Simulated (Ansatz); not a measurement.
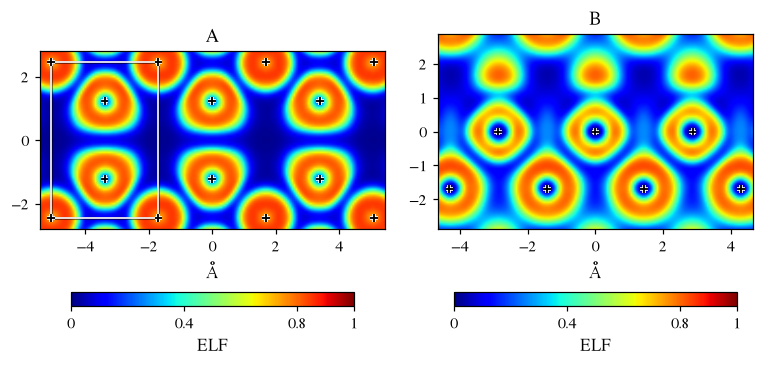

The electron localisation function of 2 systems, each on a plane through atoms (crosses mark nuclei in the plane).

Level of theory: Ansatz, DFT PBEsol, scalar-relativistic, plane waves, PAW.

System 1: HfO2, the (010) plane of the conventional cell. Space group I4/mmm; computed pressure about 44 GPa in this cell.

System 2: TaN, the (110) plane of the conventional cell. Space group P-6m2.

```cif
data_structure
_symmetry_space_group_name_H-M 'P 1'
_symmetry_Int_Tables_number 1
_cell_length_a 2.9240
_cell_length_b 2.9240
_cell_length_c 2.8707
_cell_angle_alpha 90.000
_cell_angle_beta 90.000
_cell_angle_gamma 120.000
_cell_volume 21.26
loop_
_atom_site_label
_atom_site_type_symbol
_atom_site_fract_x
_atom_site_fract_y
_atom_site_fract_z
_atom_site_occupancy
Ta1 Ta 0.33333 0.66667 0.50000 1
N1 N 0.00000 0.00000 0.00000 1
```

**Match each panel to its system.**

Panel A is system 1, HfO2: the plane holds Hf and O. Hf–O (2.09 Å): the ELF peaks at about 0.85 in the valence shell of O, 0.6 Å from its nucleus, and drops to about 0.20 between the two atoms: no localised pair shows between them. Panel B is system 2, TaN: the plane holds Ta and N. Ta–N (2.22 Å): the ELF peaks at about 0.80 in the valence shell of N, 0.7 Å from its nucleus, and is about 0.20 at the midpoint; no shared electron pair shows on this line.
